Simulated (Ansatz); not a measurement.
Cell and atoms:

```xyz
8
Lattice="3.8833 0.0000 0.0000 0.0000 3.8833 0.0000 0.0000 0.0000 8.2969" Properties=species:S:1:pos:R:3 pbc="T T T"
Ti    0.0000    0.0000    4.1484
Ti    1.9416    1.9416    0.0000
Ti    1.9416    1.9416    4.1484
Al    0.0000    1.9416    2.0937
Al    0.0000    1.9416    6.2032
Al    1.9416    0.0000    2.0937
Al    1.9416    0.0000    6.2032
Al    0.0000    0.0000    0.0000
```

Q: Give a crystallographic description of this input.

A: The stoichiometry is Ti₃Al₅. Its lattice is primitive tetragonal, its space group P4/mmm (No. 123). Counting shared atoms by their share gives 3 Ti, 5 Al, or 8 atoms. Ti takes three kinds of site: 1b with eight Al and four Ti in a cuboctahedral arrangement (2.83 Å to Al, 2.75 Å to Ti); 1c with twelve Al in a cuboctahedral arrangement at 2.75 to 2.86 Å; 1d with eight Al and four Ti in a cuboctahedral arrangement (2.83 Å to Al, 2.75 Å to Ti). Al takes two kinds of site: 4i with six Ti and six Al in a cuboctahedral arrangement (2.83 to 2.86 Å to Ti, 2.75 to 2.86 Å to Al); 1a with eight Al and four Ti in a cuboctahedral arrangement (2.86 Å to Al, 2.75 Å to Ti). The bonds build a three-dimensional framework.

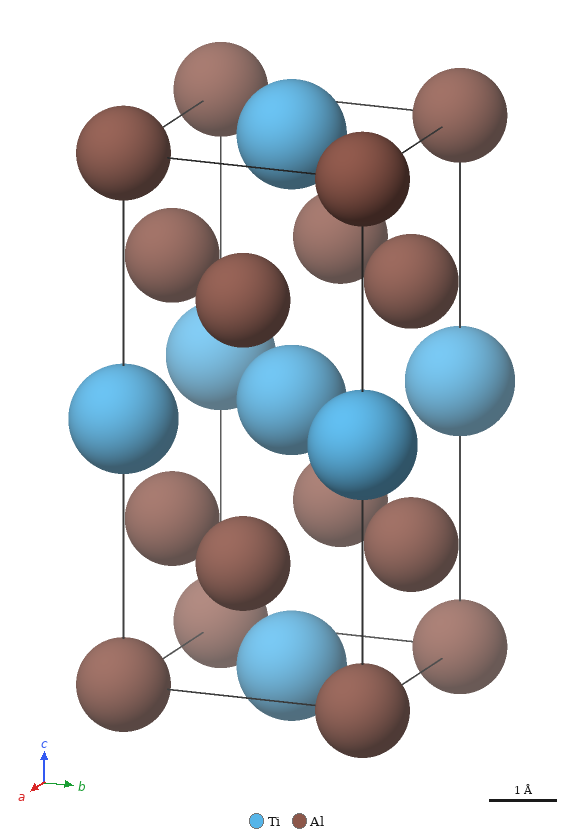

This spheres-only model is shown slightly off an axis. One conventional unit cell is outlined, and atoms on its boundary appear in each equivalent place. Colours: titanium blue, aluminium brown.

The initial geometry was a structure listed in the Materials Project. Earlier steps of the study, as a rule a relaxation of our own, may have changed the cell and positions, so they can lie some per cent off the listed ones. It was run through Ansatz as a DFT input.
